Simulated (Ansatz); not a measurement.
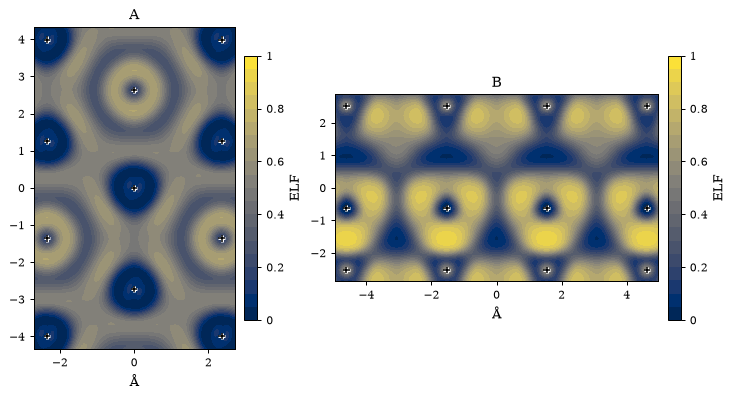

The ELF of 2 systems, each on a plane through atoms (crosses mark nuclei in the plane).

Theory: DFT r2SCAN, scalar-relativistic, plane waves, PAW in Ansatz.

System 1: SiC, the (100) plane of the conventional cell. Space group P6₃mc; a structure from a database of computed crystals, not necessarily the ambient phase.

```yaml
crystal:
  lattice:
    - [3.07530, 0.00000, 0.00000]
    - [-1.53765, 2.66329, 0.00000]
    - [0.00000, 0.00000, 5.04834]
  atoms:
    - { symbol: Si, position: [0.33333, 0.66667, 0.49960] }
    - { symbol: Si, position: [0.66667, 0.33333, 0.99960] }
    - { symbol: C, position: [0.33333, 0.66667, 0.87540] }
    - { symbol: C, position: [0.66667, 0.33333, 0.37540] }
```

System 2: Al2Ru, the (001) plane of the conventional cell. Space group Fddd; a structure from a database of computed crystals, not necessarily the ambient phase; computed without spin polarisation.

Which map belongs to which system?

Answer. Panel A is system 2, Al2Ru: the plane holds Al and Ru. Al–Ru (2.63 Å): the ELF is about 0.40 at the midpoint. Panel B is system 1, SiC: the plane holds Si and C. Si–C (1.90 Å): the ELF peaks at about 0.95 between the atoms, as expected for a shared electron pair.
